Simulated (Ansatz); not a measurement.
## Geometry relaxation of Sc$_{8}$H (part 2 of 2)

Sc$_{8}$H (slab, 9 atoms in the cell); DFT LDA, scalar-relativistic, plane waves, PAW, no spin polarisation (Ansatz 0.2.0); cutoff 420 eV, 4×6×1 k-mesh, Gaussian smearing of 0.1 eV. The structure derives from an entry of the Crystallography Open Database. The input holds or restrains some coordinates. Forces given for the steps count only the free coordinates.

Geometry of the input (Å; fractional positions):
```
6.4592  0.0000  0.0000
0.0000  4.9850  0.0000
0.0000  0.0000  19.0265
Sc 0.0000  0.7500  0.2102
Sc 0.5000  0.7500  0.2102
Sc 0.2500  0.2500  0.2592
Sc 0.7500  0.2500  0.2592
Sc 0.2500  0.7500  0.3431
Sc 0.7500  0.7500  0.3431
Sc 0.0000  0.2500  0.3956
Sc 0.5000  0.2500  0.3956
H  0.2500  0.6250  0.4441
```

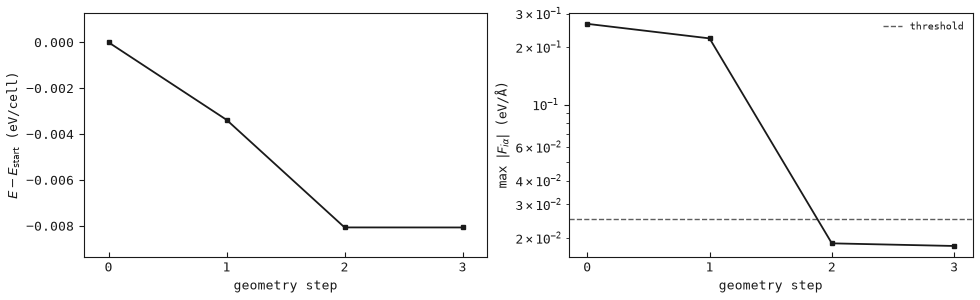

*Progress of the restrained relaxation, step by step (the first geometry is step 0 here and step 1 in the log).*

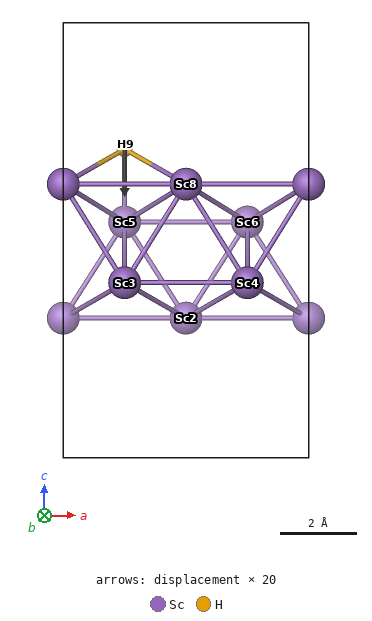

*The starting structure with the displacements as black arrows, magnified 20 times (ball-and-stick view of the cell of the calculation, with the vacuum cut short, along the b axis).*

The energy falls by 8.1 meV per cell of the calculation in 3 geometry steps. The largest force component goes from 0.26 to 0.018 eV/Å. The largest move is that of H9, 0.063 Å. Sc stays in place. The cell stays as it was. Among the contacts that change: Sc5–H9 2.020 → 1.960 Å, Sc7–H9 2.637 → 2.616 Å. (Atoms are counted from 1 in the order of the input.)

```
SCF converged after 4 iterations
Free energy (F): -16722.857779 eV
Harris-Foulkes:  -16722.857779 eV  (|F-HF|=8.23e-9)
Internal energy: -16722.800180 eV  (E = F + TS)
E sigma→0 (E₀):  -16722.828980 eV
Entropy (-TS):   -0.057600 eV (-6.400 meV/atom)
Fermi energy:    0.599394 eV
Dipole field:    D = 0.006321 V/Å  (p = 0.021400 e·Å, saw-weighted, corrected)
Work function:   Φ+ = 3.5171 eV   Φ− = 3.6373 eV
Levels:          The Fermi level and band energies are counted from a zero that moves with the ramp; work functions are not
--- Per-component energies (eV) ---
  E_band       = -2097.949666
  E_kinetic    = 2098.473328
  E_local      = -44796.053972  (includes V_loc(G=0)·N_el)
  E_nonlocal   = 704.983763
  E_hartree    = 20934.939473
  E_xc         = -828.690928
  E_vxc        = -1033.307614  (∫ρ·V_xc dr)
  E_paw        = -7283.276495  (= ΣΔE_a)
  E_vpaw       = -942.175919  (= ΣTr[D̂ρ^β])
  E_aug_tail   = -0.000944  (compensation charges beyond the density's cutoff)
  E_efield     = 0.000068  (sawtooth field / dipole correction)
  E_vefield    = 0.252508  (∫n·V_field dr)
  E_ewald      = 12444.386146
  E_core_change = 2.439382  (= ΣΔE_core)
  E_smearing   = -0.057600  (= −TS)
  E_closure    = -0.000000  (closes the sum)
  Σ components = -16722.857779   (vs F -16722.857779, Δ=0.00e0)
--- Forces (eV/Å), atoms counted from 1 ---
  atom   1  Sc    -0.10099492    -0.02752316    -0.31476756
  atom   2  Sc     0.10099492    -0.02752316    -0.31476756
  atom   3  Sc     0.00000000     0.03710029     0.16137665
  atom   4  Sc     0.00000000     0.06529560     0.25420589
  atom   5  Sc    -0.00000000    -0.07693823     0.00077933
  atom   6  Sc    -0.00000000    -0.00316468    -0.17691318
  atom   7  Sc     0.52318754     0.46040789     0.18590822
  atom   8  Sc    -0.52318754     0.46040789     0.18590822
  atom   9  H      0.00000000    -0.88807810     0.01815463
  max |Σ_I F_I| component: 1.15e-4 eV/Å
--- Band table (eV; the first three rows and the last of 12) ---
  k-point 0: bands = ["-48.6453", "-48.6191", "-48.5153", "-48.4871", "-48.0649", "-48.0098", "-47.9886", "-47.7714", "-27.6850", "-27.6553", "-27.6334", "-27.5896", "-27.5592", "-27.5537", "-27.5193", "-27.5185", "-27.5063", "-27.4123", "-27.3396", "-27.2623", "-27.0865", "-27.0699", "-27.0441", "-27.0196", "-26.9762", "-26.9474", "-26.8885", "-26.8353", "-26.7523", "-26.7272", "-26.6723", "-26.5981", "-4.2141", "-2.9000", "-1.5526", "-0.9281", "-0.5890", "-0.5760", "-0.4557", "-0.4138", "-0.0444", "-0.0442", "0.1995", "0.2191", "0.3448", "0.5989", "0.7381", "0.8969", "1.1786", "1.4794", "1.6847", "1.8086", "1.8658", "1.8701"]
  k-point 1: bands = ["-48.6448", "-48.6191", "-48.5146", "-48.4871", "-48.0617", "-48.0108", "-47.9909", "-47.7727", "-27.6878", "-27.6552", "-27.6222", "-27.5981", "-27.5708", "-27.5651", "-27.5250", "-27.5146", "-27.4929", "-27.4266", "-27.3375", "-27.2604", "-27.0740", "-27.0563", "-27.0372", "-27.0199", "-26.9908", "-26.9385", "-26.8760", "-26.8373", "-26.7638", "-26.7283", "-26.6699", "-26.6043", "-4.0367", "-2.8042", "-1.5569", "-0.9127", "-0.7140", "-0.6468", "-0.6116", "-0.4498", "0.0234", "0.1728", "0.2864", "0.3929", "0.4365", "0.4693", "0.7761", "1.0902", "1.1815", "1.3742", "1.5132", "1.7935", "1.8330", "1.9649"]
  k-point 2: bands = ["-48.6439", "-48.6190", "-48.5132", "-48.4870", "-48.0537", "-48.0155", "-47.9942", "-47.7753", "-27.6918", "-27.6544", "-27.6133", "-27.6056", "-27.5908", "-27.5733", "-27.5465", "-27.5079", "-27.4659", "-27.4529", "-27.3333", "-27.2565", "-27.0673", "-27.0330", "-27.0240", "-27.0230", "-26.9766", "-26.9378", "-26.8554", "-26.8415", "-26.7926", "-26.7304", "-26.6655", "-26.6143", "-3.5732", "-2.5669", "-1.5739", "-1.2642", "-0.7921", "-0.7713", "-0.6851", "-0.6114", "0.0185", "0.2599", "0.3535", "0.5967", "0.6861", "0.7761", "1.0116", "1.1474", "1.3103", "1.3294", "1.5844", "1.6469", "1.7043", "1.8350"]
  k-point 11: bands = ["-48.6313", "-48.6312", "-48.4999", "-48.4996", "-48.0474", "-48.0126", "-48.0030", "-47.7772", "-27.6712", "-27.6702", "-27.5951", "-27.5906", "-27.5571", "-27.5424", "-27.4898", "-27.4823", "-27.4532", "-27.4511", "-27.4134", "-27.4121", "-27.0298", "-27.0294", "-26.9959", "-26.9703", "-26.9395", "-26.9337", "-26.9330", "-26.8359", "-26.8133", "-26.7713", "-26.6642", "-26.6188", "-3.0729", "-1.5769", "-1.5619", "-1.5536", "-1.2401", "-0.3918", "-0.3668", "-0.3465", "-0.1140", "0.2762", "0.3345", "0.3451", "0.8909", "1.0941", "1.1431", "1.1562", "1.1946", "1.2162", "1.2295", "1.2515", "1.5375", "1.5434"]
--- Relaxed structure (4 steps of the walk, 4 accepted, 0 SCFs on fresh bases) ---
  F+E_penalty+E_count = -16722.85777945 eV   max|allowed force component| = 1.815e-2 eV/Å
  atoms:
    - { symbol: Sc, position: [0.0, 0.75, 0.21023310980000004] }
    - { symbol: Sc, position: [0.5, 0.75, 0.21023310980000004] }
    - { symbol: Sc, position: [0.25, 0.25, 0.25923323010000004] }
    - { symbol: Sc, position: [0.75, 0.25, 0.25923323010000004] }
    - { symbol: Sc, position: [0.25, 0.75, 0.34314530960000006] }
    - { symbol: Sc, position: [0.75, 0.75, 0.34314530960000006] }
    - { symbol: Sc, position: [0.0, 0.25, 0.3955798094000001] }
    - { symbol: Sc, position: [0.5, 0.25, 0.3955798094000001] }
    - { symbol: H, position: [0.25, 0.625, 0.44081495400880977] }
```

### Trajectory as extended XYZ (Å, eV, eV/Å), 4 frames, from step=1 to step=4
```
9
Lattice="6.4592 0.0000 0.0000 0.0000 4.9850 0.0000 0.0000 0.0000 19.0265" Properties=species:S:1:pos:R:3:forces:R:3 step=1 energy=-16722.84971
Sc    0.0000    3.7387    4.0000   -0.0938  -0.0257  -0.3066
Sc    3.2296    3.7387    4.0000    0.0938  -0.0257  -0.3066
Sc    1.6148    1.2462    4.9323    0.0000   0.0323   0.1691
Sc    4.8444    1.2462    4.9323    0.0000   0.0647   0.2538
Sc    1.6148    3.7387    6.5289    0.0000  -0.1575   0.2326
Sc    4.8444    3.7387    6.5289    0.0000  -0.0073  -0.1806
Sc    0.0000    1.2462    7.5265    0.5199   0.4519   0.2025
Sc    3.2296    1.2462    7.5265   -0.5199   0.4519   0.2025
H     1.6148    3.1156    8.4504    0.0000  -0.7846  -0.2649
9
Lattice="6.4592 0.0000 0.0000 0.0000 4.9850 0.0000 0.0000 0.0000 19.0265" Properties=species:S:1:pos:R:3:forces:R:3 step=2 energy=-16722.85309
Sc    0.0000    3.7387    4.0000   -0.1048  -0.0288  -0.3195
Sc    3.2296    3.7387    4.0000    0.1048  -0.0288  -0.3195
Sc    1.6148    1.2462    4.9323    0.0000   0.0405   0.1569
Sc    4.8444    1.2462    4.9323    0.0000   0.0657   0.2546
Sc    1.6148    3.7387    6.5289    0.0000  -0.0131  -0.1726
Sc    4.8444    3.7387    6.5289    0.0000  -0.0004  -0.1738
Sc    0.0000    1.2462    7.5265    0.5247   0.4655   0.1758
Sc    3.2296    1.2462    7.5265   -0.5247   0.4655   0.1758
H     1.6148    3.1156    8.3476    0.0000  -0.9657   0.2223
9
Lattice="6.4592 0.0000 0.0000 0.0000 4.9850 0.0000 0.0000 0.0000 19.0265" Properties=species:S:1:pos:R:3:forces:R:3 step=3 energy=-16722.85778
Sc    0.0000    3.7387    4.0000   -0.1008  -0.0274  -0.3149
Sc    3.2296    3.7387    4.0000    0.1008  -0.0274  -0.3149
Sc    1.6148    1.2462    4.9323    0.0000   0.0369   0.1611
Sc    4.8444    1.2462    4.9323    0.0000   0.0651   0.2549
Sc    1.6148    3.7387    6.5289    0.0000  -0.0768   0.0005
Sc    4.8444    3.7387    6.5289    0.0000  -0.0030  -0.1767
Sc    0.0000    1.2462    7.5265    0.5224   0.4603   0.1859
Sc    3.2296    1.2462    7.5265   -0.5224   0.4603   0.1859
H     1.6148    3.1156    8.3872    0.0000  -0.8883   0.0187
9
Lattice="6.4592 0.0000 0.0000 0.0000 4.9850 0.0000 0.0000 0.0000 19.0265" Properties=species:S:1:pos:R:3:forces:R:3 step=4 energy=-16722.85778
Sc    0.0000    3.7387    4.0000   -0.1010  -0.0275  -0.3148
Sc    3.2296    3.7387    4.0000    0.1010  -0.0275  -0.3148
Sc    1.6148    1.2462    4.9323    0.0000   0.0371   0.1614
Sc    4.8444    1.2462    4.9323    0.0000   0.0653   0.2542
Sc    1.6148    3.7387    6.5289    0.0000  -0.0769   0.0008
Sc    4.8444    3.7387    6.5289    0.0000  -0.0032  -0.1769
Sc    0.0000    1.2462    7.5265    0.5232   0.4604   0.1859
Sc    3.2296    1.2462    7.5265   -0.5232   0.4604   0.1859
H     1.6148    3.1156    8.3872    0.0000  -0.8881   0.0182
```

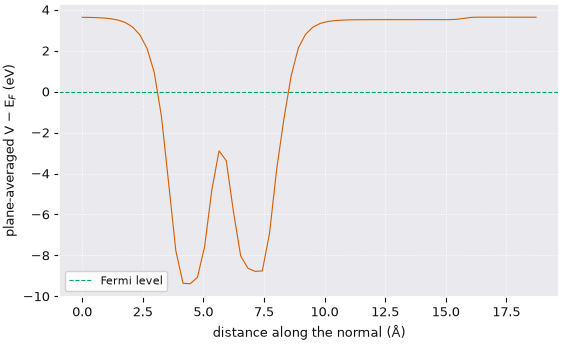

*Plane average of the electrostatic potential energy of an electron across the cell, from the Fermi level.*

The vacuum level lies 3.52 eV above the Fermi level on the upper side and 3.64 eV on the lower.
